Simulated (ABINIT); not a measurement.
Effective mass calculation of Br (part 2 of 2)

Br (Cmce, 4 atoms in the cell); Kohn-Sham DFT of a periodic cell, LDA, PseudoDojo NC SR LDA v0.4.1 standard, no spin polarisation (ABINIT 10.8.3); cutoff 598.65 eV, 5×5×2 k-mesh, fixed occupations. The structure derives from an entry of the Crystallography Open Database.

Geometry of the input (Å; fractional positions):
```
3.3301  -1.9499  0.0000
3.3301  1.9499  0.0000
0.0000  0.0000  8.4662
Br 0.3399  0.6601  0.3790
Br 0.1601  0.8399  0.8790
Br 0.6601  0.3399  0.6210
Br 0.8399  0.1601  0.1210
```

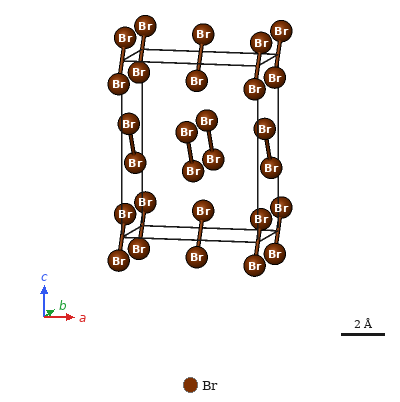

**Figure 1.** The structure as given in the input (ball-and-stick view of the cell 2 times as large as that of the calculation, set on its symmetry axes, seen slightly off an axis). An atom can appear more than once, as a periodic image.

### The program's output, continued
```
================================================================================
== DATASET  2 ==================================================================

--- !DatasetInfo
iteration_state: {dtset: 2, }
dimensions: {natom: 4, nkpt: 2, mband: 20, nsppol: 1, nspinor: 1, nspden: 1, mpw: 3691, }
cutoff_energies: {ecut:  22.0, pawecutdg:  -1.0, }
electrons: {nelect:   2.80000000E+01, charge:   0.00000000E+00, occopt:   1.00000000E+00, tsmear:   1.00000000E-02, }
meta: {optdriver: 0, ionmov: 0, optcell: 0, iscf: -2, paral_kgb: 0, }
...

 mkfilename : getden/=0, take file _DEN from output of DATASET   1.

 Exchange-correlation functional for the present dataset will be:
  LDA: Perdew-Wang 92 LSD fit to Ceperley-Alder data - ixc=7
  J.P.Perdew and Y.Wang, PRB 45, 13244 (1992)

 Real(R)+Recip(G) space primitive vectors, cartesian coordinates (Bohr,Bohr^-1):
 R(1)=  6.2929233 -3.6847165  0.0000000  G(1)=  0.0794543 -0.1356957  0.0000000
 R(2)=  6.2929233  3.6847165  0.0000000  G(2)=  0.0794543  0.1356957  0.0000000
 R(3)=  0.0000000  0.0000000 15.9987435  G(3)=  0.0000000  0.0000000  0.0625049
 Unit cell volume ucvol=  7.4194614E+02 bohr^3
 Angles (23,13,12)=  9.00000000E+01  9.00000000E+01  6.07007924E+01 degrees

 getcut: wavevector=  0.0000  0.0000  0.0000  ngfft=  32  32  72
         ecut(hartree)=     22.000   => boxcut(ratio)=   2.07845
--------------------------------------------------------------------------------

================================================================================
 Non-SCF case, kpt    1 (  0.00000  0.00000  0.00000), residuals and eigenvalues=
  3.00E-21  3.08E-21  2.76E-21  1.82E-21  2.14E-21  3.96E-21  2.13E-21  1.94E-21
  2.79E-21  1.56E-21  1.59E-21  1.98E-21  1.97E-21  4.28E-21  5.36E-21  6.14E-21
  3.17E-21  6.54E-21  7.66E-21  4.37E-13
 -5.2789E-01 -4.9420E-01 -4.5160E-01 -3.8948E-01 -1.3092E-01 -5.5856E-02
 -9.8124E-04  4.8116E-03  1.1134E-02  1.5411E-02  2.9831E-02  4.7410E-02
  5.9537E-02  7.9870E-02  1.2297E-01  1.6291E-01  2.8710E-01  3.0472E-01
  3.1758E-01  3.7471E-01
 Non-SCF case, kpt    2 (  0.40000  0.40000  0.00000), residuals and eigenvalues=
  8.71E-21  2.57E-21  3.42E-21  4.89E-21  2.83E-21  2.45E-21  3.80E-21  8.10E-21
  9.75E-21  3.90E-21  7.80E-21  2.74E-21  1.86E-21  6.76E-21  3.34E-21  2.42E-21
  2.46E-21  3.45E-21  2.09E-21  5.63E-16
 -5.1576E-01 -4.8523E-01 -4.4098E-01 -3.8673E-01 -1.2005E-01 -8.4635E-02
 -6.6357E-02 -3.9889E-02 -1.9010E-02 -1.5981E-02  3.7093E-03  1.1869E-02
  4.0501E-02  6.1833E-02  1.1899E-01  1.5408E-01  3.0344E-01  3.5632E-01
  3.5749E-01  3.9092E-01

--- !ResultsGS
iteration_state: {dtset: 2, }
comment   : Summary of ground state results
lattice_vectors:
- [  6.2929233,  -3.6847165,   0.0000000, ]
- [  6.2929233,   3.6847165,   0.0000000, ]
- [  0.0000000,   0.0000000,  15.9987435, ]
lattice_lengths: [   7.29233,    7.29233,   15.99874, ]
lattice_angles: [ 90.000,  90.000,  60.701, ] # degrees, (23, 13, 12)
lattice_volume:   7.4194614E+02
convergence: {deltae:  0.000E+00, res2:  0.000E+00, residm:  9.749E-21, diffor:  0.000E+00, }
etotal    :  -6.31287059E+01
entropy   :   0.00000000E+00
fermie    :   7.98699427E-02
cartesian_stress_tensor: null
pressure_GPa: null
xred      :
- [  3.3990E-01,   6.6010E-01,   3.7900E-01, Br]
- [  1.6010E-01,   8.3990E-01,   8.7900E-01, Br]
- [  6.6010E-01,   3.3990E-01,   6.2100E-01, Br]
- [  8.3990E-01,   1.6010E-01,   1.2100E-01, Br]
cartesian_forces: null
force_length_stats: {min: null, max: null, mean: null, }
...

 Integrated electronic density in atomic spheres:
 ------------------------------------------------
 Atom  Sphere_radius  Integrated_density
    1        2.00000          4.13295189
    2        2.00000          4.13295189
    3        2.00000          4.13295189
    4        2.00000          4.13295189
================================================================================

 ----iterations are completed or convergence reached----

 Mean square residual over all n,k,spin=   38.177E-22; max=  97.485E-22
 reduced coordinates (array xred) for    4 atoms
       0.339904900000      0.660095100000      0.379002370000
       0.160095100000      0.839904900000      0.879002370000
       0.660095100000      0.339904900000      0.620997630000
       0.839904900000      0.160095100000      0.120997630000

 cartesian coordinates (angstrom) at end:
    1      3.33007157774094     0.62432861807009     3.20869867456892
    2      3.33007157774094     1.32553936061912     7.44178391169940
    3      3.33007157774094    -0.62432861807009     5.25747179969203
    4      3.33007157774094    -1.32553936061912     1.02438656256155
 length scales=  1.000000000000  1.000000000000  1.000000000000 bohr
              =  0.529177210544  0.529177210544  0.529177210544 angstroms
 Eigenvalues (hartree) for nkpt=   2  k points:
 kpt#   1, nband= 20, wtk=  1.00000, kpt=  0.0000  0.0000  0.0000 (reduced coord)
  -0.52789   -0.49420   -0.45160   -0.38948   -0.13092   -0.05586   -0.00098    0.00481
   0.01113    0.01541    0.02983    0.04741    0.05954    0.07987    0.12297    0.16291
   0.28710    0.30472    0.31758    0.37471
 kpt#   2, nband= 20, wtk=  1.00000, kpt=  0.4000  0.4000  0.0000 (reduced coord)
  -0.51576   -0.48523   -0.44098   -0.38673   -0.12005   -0.08463   -0.06636   -0.03989
  -0.01901   -0.01598    0.00371    0.01187    0.04050    0.06183    0.11899    0.15408
   0.30344    0.35632    0.35749    0.39092

================================================================================
== DATASET  3 ==================================================================

--- !DatasetInfo
iteration_state: {dtset: 3, }
dimensions: {natom: 4, nkpt: 2, mband: 20, nsppol: 1, nspinor: 1, nspden: 1, mpw: 3691, }
cutoff_energies: {ecut:  22.0, pawecutdg:  -1.0, }
electrons: {nelect:   2.80000000E+01, charge:   0.00000000E+00, occopt:   1.00000000E+00, tsmear:   1.00000000E-02, }
meta: {optdriver: 1, rfelfd: 2, }
...

 mkfilename : getwfk/=0, take file _WFK from output of DATASET   2.

 mkfilename : getden/=0, take file _DEN from output of DATASET   1.

 Exchange-correlation functional for the present dataset will be:
  LDA: Perdew-Wang 92 LSD fit to Ceperley-Alder data - ixc=7
  J.P.Perdew and Y.Wang, PRB 45, 13244 (1992)

 Real(R)+Recip(G) space primitive vectors, cartesian coordinates (Bohr,Bohr^-1):
 R(1)=  6.2929233 -3.6847165  0.0000000  G(1)=  0.0794543 -0.1356957  0.0000000
 R(2)=  6.2929233  3.6847165  0.0000000  G(2)=  0.0794543  0.1356957  0.0000000
 R(3)=  0.0000000  0.0000000 15.9987435  G(3)=  0.0000000  0.0000000  0.0625049
 Unit cell volume ucvol=  7.4194614E+02 bohr^3
 Angles (23,13,12)=  9.00000000E+01  9.00000000E+01  6.07007924E+01 degrees
 setup1 : take into account q-point for computing boxcut.

 getcut: wavevector=  0.0000  0.0000  0.0000  ngfft=  32  32  72
         ecut(hartree)=     22.000   => boxcut(ratio)=   2.07845

--- Pseudopotential description ------------------------------------------------
- pspini: atom type   1  psp file is ./Br.upf
  35.00000   7.00000  180309                  znucl, zion, pspdat
12 -1012 2 -1 1084                            pspcod,pspxc,lmax,lloc,mmax
     nproj     2     2     2

--------------------------------------------------------------------------------

 ==>  initialize data related to q vector <==

 The list of irreducible perturbations for this q vector is:
    1)    idir= 1    ipert=   5
    2)    idir= 2    ipert=   5
    3)    idir= 3    ipert=   5

================================================================================

--------------------------------------------------------------------------------
 Perturbation wavevector (in red.coord.)   0.000000  0.000000  0.000000
 Perturbation : derivative vs k along direction   1
 The set of symmetries contains only one element for this perturbation.
 symkpt : not enough symmetry to change the number of k points.

--------------------------------------------------------------------------------

--------------------------------------------------------------------------------

 Initialisation of the first-order wave-functions :
  ireadwf=   0

--- !BeginCycle
iteration_state: {dtset: 3, }
solver: {iscf: -3, nstep: 200, nline: 4, wfoptalg: 0, }
tolerances: {tolwfr: 1.00E-20, }
...

     iter   2DEtotal(Ha)        deltaE(Ha) residm    vres2
-ETOT  1  -30.898283520990     -3.090E+01 3.527E-02 0.000E+00
 ETOT  2  -30.903604964985     -5.321E-03 5.695E-05 0.000E+00
 ETOT  3  -30.903607386104     -2.421E-06 1.899E-07 0.000E+00
 ETOT  4  -30.903607386885     -7.814E-10 5.995E-09 0.000E+00
 ETOT  5  -30.903607386885     -3.624E-13 3.631E-11 0.000E+00
 ETOT  6  -30.903607386886     -6.040E-14 1.213E-12 0.000E+00
 ETOT  7  -30.903607386885      6.395E-14 8.426E-15 0.000E+00
 ETOT  8  -30.903607386885     -3.553E-15 3.024E-16 0.000E+00
 ETOT  9  -30.903607386885      3.553E-15 2.110E-18 0.000E+00
 ETOT 10  -30.903607386885     -3.553E-15 7.879E-20 0.000E+00
 ETOT 11  -30.903607386885      1.776E-14 9.916E-21 0.000E+00

 At SCF step   11   max residual=  9.92E-21 < tolwfr=  1.00E-20 =>converged.
================================================================================

 ----iterations are completed or convergence reached----

 Mean square residual over all n,k,spin=   37.913E-22; max=  99.160E-22
 dfpt_looppert : ek2=    5.4664691693E+01
          f-sum rule ratio=    1.0841486729E+00 (note : ecutsm/=0)
 Expectation of eigenvalue derivatives (hartree) for nkpt=   2  k points:
  (in case of degenerate eigenvalues, averaged derivative)
 kpt#   1, nband= 20, wtk=  0.50000, kpt=  0.0000  0.0000  0.0000 (reduced coord)
   0.00000    0.00000    0.00000   -0.00000    0.00000   -0.00000    0.00000    0.00000
   0.00000    0.00000    0.00000    0.00000   -0.00000   -0.00000   -0.00000    0.00000
   0.00000   -0.00000    0.00000   -0.00000
 prteigrs : prtvol=0 or 1, do not print more k-points.

 2DEtotal=   -0.3090360739E+02 Ha. Also 2DEtotal=   -0.840929996999E+03 eV
    (  non-var. 2DEtotal :   -3.0903607386E+01 Ha)

--------------------------------------------------------------------------------
 Perturbation wavevector (in red.coord.)   0.000000  0.000000  0.000000
 Perturbation : derivative vs k along direction   2
 The set of symmetries contains only one element for this perturbation.
 symkpt : not enough symmetry to change the number of k points.

--------------------------------------------------------------------------------

--------------------------------------------------------------------------------

 Initialisation of the first-order wave-functions :
  ireadwf=   0

--- !BeginCycle
iteration_state: {dtset: 3, }
solver: {iscf: -3, nstep: 200, nline: 4, wfoptalg: 0, }
tolerances: {tolwfr: 1.00E-20, }
...

     iter   2DEtotal(Ha)        deltaE(Ha) residm    vres2
-ETOT  1  -30.898284150839     -3.090E+01 3.527E-02 0.000E+00
 ETOT  2  -30.903605595169     -5.321E-03 5.695E-05 0.000E+00
 ETOT  3  -30.903608016288     -2.421E-06 1.899E-07 0.000E+00
 ETOT  4  -30.903608017069     -7.813E-10 5.995E-09 0.000E+00
 ETOT  5  -30.903608017070     -5.720E-13 3.631E-11 0.000E+00
 ETOT  6  -30.903608017070      8.882E-14 1.213E-12 0.000E+00
 ETOT  7  -30.903608017070     -2.132E-14 8.426E-15 0.000E+00
 ETOT  8  -30.903608017070     -3.553E-15 3.024E-16 0.000E+00
 ETOT  9  -30.903608017070      1.776E-14 2.110E-18 0.000E+00
 ETOT 10  -30.903608017070     -1.421E-14 7.879E-20 0.000E+00
 ETOT 11  -30.903608017070      1.421E-14 9.916E-21 0.000E+00

 At SCF step   11   max residual=  9.92E-21 < tolwfr=  1.00E-20 =>converged.
================================================================================

 ----iterations are completed or convergence reached----

 Mean square residual over all n,k,spin=   37.913E-22; max=  99.160E-22
 dfpt_looppert : ek2=    5.4664691693E+01
          f-sum rule ratio=    1.0841486959E+00 (note : ecutsm/=0)
 Expectation of eigenvalue derivatives (hartree) for nkpt=   2  k points:
  (in case of degenerate eigenvalues, averaged derivative)
 kpt#   1, nband= 20, wtk=  0.50000, kpt=  0.0000  0.0000  0.0000 (reduced coord)
  -0.00000    0.00000    0.00000    0.00000   -0.00000   -0.00000   -0.00000    0.00000
   0.00000    0.00000   -0.00000    0.00000    0.00000    0.00000   -0.00000   -0.00000
   0.00000    0.00000    0.00000   -0.00000
 prteigrs : prtvol=0 or 1, do not print more k-points.

 2DEtotal=   -0.3090360802E+02 Ha. Also 2DEtotal=   -0.840930014147E+03 eV
    (  non-var. 2DEtotal :   -3.0903608016E+01 Ha)

--------------------------------------------------------------------------------
 Perturbation wavevector (in red.coord.)   0.000000  0.000000  0.000000
 Perturbation : derivative vs k along direction   3
 The set of symmetries contains only one element for this perturbation.
 symkpt : not enough symmetry to change the number of k points.

--------------------------------------------------------------------------------

--------------------------------------------------------------------------------

 Initialisation of the first-order wave-functions :
  ireadwf=   0

--- !BeginCycle
iteration_state: {dtset: 3, }
solver: {iscf: -3, nstep: 200, nline: 4, wfoptalg: 0, }
tolerances: {tolwfr: 1.00E-20, }
...

     iter   2DEtotal(Ha)        deltaE(Ha) residm    vres2
-ETOT  1  -4.3562336454982     -4.356E+00 6.648E-02 0.000E+00
 ETOT  2  -4.3572223531179     -9.887E-04 4.877E-05 0.000E+00
 ETOT  3  -4.3572225636486     -2.105E-07 7.345E-07 0.000E+00
 ETOT  4  -4.3572225637640     -1.154E-10 1.381E-08 0.000E+00
 ETOT  5  -4.3572225637640     -2.043E-14 2.882E-10 0.000E+00
 ETOT  6  -4.3572225637640     -2.665E-15 5.180E-12 0.000E+00
 ETOT  7  -4.3572225637640      8.882E-16 1.091E-13 0.000E+00
 ETOT  8  -4.3572225637640      0.000E+00 2.027E-15 0.000E+00
 ETOT  9  -4.3572225637640     -1.776E-15 4.241E-17 0.000E+00
 ETOT 10  -4.3572225637640      1.776E-15 8.472E-19 0.000E+00
 ETOT 11  -4.3572225637640     -2.665E-15 1.748E-20 0.000E+00
 ETOT 12  -4.3572225637640      8.882E-16 9.763E-21 0.000E+00

 At SCF step   12   max residual=  9.76E-21 < tolwfr=  1.00E-20 =>converged.
================================================================================

 ----iterations are completed or convergence reached----

 Mean square residual over all n,k,spin=   39.498E-22; max=  97.626E-22
 dfpt_looppert : ek2=    8.6372603533E+00
          f-sum rule ratio=    9.6151747127E-01 (note : ecutsm/=0)
 Expectation of eigenvalue derivatives (hartree) for nkpt=   2  k points:
  (in case of degenerate eigenvalues, averaged derivative)
 kpt#   1, nband= 20, wtk=  0.50000, kpt=  0.0000  0.0000  0.0000 (reduced coord)
   0.00000   -0.00000    0.00000   -0.00000    0.00000    0.00000   -0.00000    0.00000
  -0.00000    0.00000    0.00000    0.00000    0.00000    0.00000   -0.00000   -0.00000
   0.00000    0.00000    0.00000   -0.00000
 prteigrs : prtvol=0 or 1, do not print more k-points.

 2DEtotal=   -0.4357222564E+01 Ha. Also 2DEtotal=   -0.118566066142E+03 eV
    (  non-var. 2DEtotal :   -4.3572225637E+00 Ha)

 CALCULATION OF EFFECTIVE MASSES
 NOTE : Additional infos (eff. mass eigenvalues, eigenvectors and, if degenerate, average mass) are available in stdout.

 K-point ( 0.000, 0.000, 0.000) | band =    14
 Effective mass tensor:
             -2.0666925394             -0.0000000001              0.0000000001
             -0.0000000001             -0.9117205438              0.0000000000
              0.0000000001              0.0000000000             -2.1699812105
 Effective mass tensor eigenvalues:
             -2.1699812105             -2.0666925394             -0.9117205438
 Angular average effective mass 1/(<1/m>)=  -1.4694892066
 Angular average effective mass for Frohlich model (<m**0.5>)**2=  -1.5489055751
 Effective masses along directions: (cart. coord. / red. coord. -> eff. mass)
    1:   1.000000  0.000000  0.000000 /   0.707107  0.707107  0.000000 ->  -2.0666925394
    2:   0.000000  1.000000  0.000000 /  -0.707107  0.707107  0.000000 ->  -0.9117205438
    3:   0.000000  0.000000  1.000000 /   0.000000  0.000000  1.000000 ->  -2.1699812105
    4:   0.707107  0.707107  0.000000 /   0.252907  0.967491  0.000000 ->  -1.2652684456
    5:   0.577350  0.577350  0.577350 /   0.137025  0.524184  0.840509 ->  -1.4694892067

--- !WARNING
message: |

    Band(s)    15,
    are not band extrema, but saddle points;
    the transport equivalent formalism breaks down in these conditions.
    The associated tensor(s) will therefore not be printed.
...

 K-point ( 0.400, 0.400, 0.000) | band =    15
 Effective mass tensor:
     *** SADDLE POINT: TRANSPORT EQV. EFF. MASS NOT DEFINED (see WARNING above) ***
 Angular average effective mass 1/(<1/m>)=  -2.3921083618
 Angular average effective mass for Frohlich model (<m**0.5>)**2=  -5.9341400688
 Effective masses along directions: (cart. coord. / red. coord. -> eff. mass)
    1:   1.000000  0.000000  0.000000 /   0.707107  0.707107  0.000000 ->  12.1112913888
    2:   0.000000  1.000000  0.000000 /  -0.707107  0.707107  0.000000 ->  -0.9064816767
    3:   0.000000  0.000000  1.000000 /   0.000000  0.000000  1.000000 ->  -4.2821947978
    4:   0.707107  0.707107  0.000000 /   0.252907  0.967491  0.000000 ->  -1.9596341407
    5:   0.577350  0.577350  0.577350 /   0.137025  0.524184  0.840509 ->  -2.3921083981

 END OF EFFECTIVE MASSES SECTION

================================================================================

 ---- first-order wavefunction calculations are completed ----

 Total localisation tensor (bohr^2) in cartesian coordinates
  WARNING : still subject to testing - especially symmetries.
      direction              matrix element
   alpha     beta       real part   imaginary part
     1        1       2.9436554161   -0.0000000000
     1        2       0.0000000339   -0.0000000000
     1        3       0.0000000000    0.0000000000
     2        1       0.0000000339   -0.0000000000
     2        2       1.0092302230   -0.0000000000
     2        3       0.0000000000    0.0000000000
     3        1       0.0000000000    0.0000000000
     3        2       0.0000000000    0.0000000000
     3        3       1.7650864168   -0.0000000000

 respfn : d/dk was computed, but no 2DTE, so no DDB output.

== END DATASET(S) ==============================================================
================================================================================

 -outvars: echo values of variables after computation  --------
            acell      1.0000000000E+00  1.0000000000E+00  1.0000000000E+00 Bohr
           etotal1    -6.3128705933E+01
           etotal3    -4.3572225638E+00
            fcart1    -2.8374279712E-23  4.3057137598E-07  3.6078362376E-06
                      -2.3333163057E-23 -4.3057137598E-07  3.6078362376E-06
                       1.9961725323E-23 -4.3057137598E-07 -3.6078362376E-06
                       3.1745717445E-23  4.3057137598E-07 -3.6078362376E-06
            rprim      6.2929232616E+00 -3.6847164614E+00  0.0000000000E+00
                       6.2929232616E+00  3.6847164614E+00  0.0000000000E+00
                       0.0000000000E+00  0.0000000000E+00  1.5998743532E+01
           strten1    -1.3933330671E-07 -4.8181753856E-09  1.0388187588E-07
                       0.0000000000E+00  0.0000000000E+00  0.0000000000E+00
           xangst      3.3300715777E+00  6.2432861807E-01  3.2086986746E+00
                       3.3300715777E+00  1.3255393606E+00  7.4417839117E+00
                       3.3300715777E+00 -6.2432861807E-01  5.2574717997E+00
                       3.3300715777E+00 -1.3255393606E+00  1.0243865626E+00
             xred      3.3990490000E-01  6.6009510000E-01  3.7900237000E-01
                       1.6009510000E-01  8.3990490000E-01  8.7900237000E-01
                       6.6009510000E-01  3.3990490000E-01  6.2099763000E-01
                       8.3990490000E-01  1.6009510000E-01  1.2099763000E-01
 Calculation completed.
```

### Key numbers

```json
{"quantity": "outcome", "value": "converged"}
{"quantity": "space group (tolerance 0.01 Å)", "value": "Cmce (64)"}
{"quantity": "electrons treated", "value": "28"}
{"quantity": "free energy", "value": "−1717.8196 eV"}
{"quantity": "Fermi energy", "value": "2.173 eV"}
{"quantity": "pressure", "value": "0.00 GPa"}
{"quantity": "largest force (length of the vector)", "value": "under 0.001 eV/Å"}
{"quantity": "wall time", "value": "43 s"}
{"quantity": "peak memory", "value": "0.31 GiB"}
```

### Notes

Points of doubt noted for this run: mesh point may not be the band extremum.
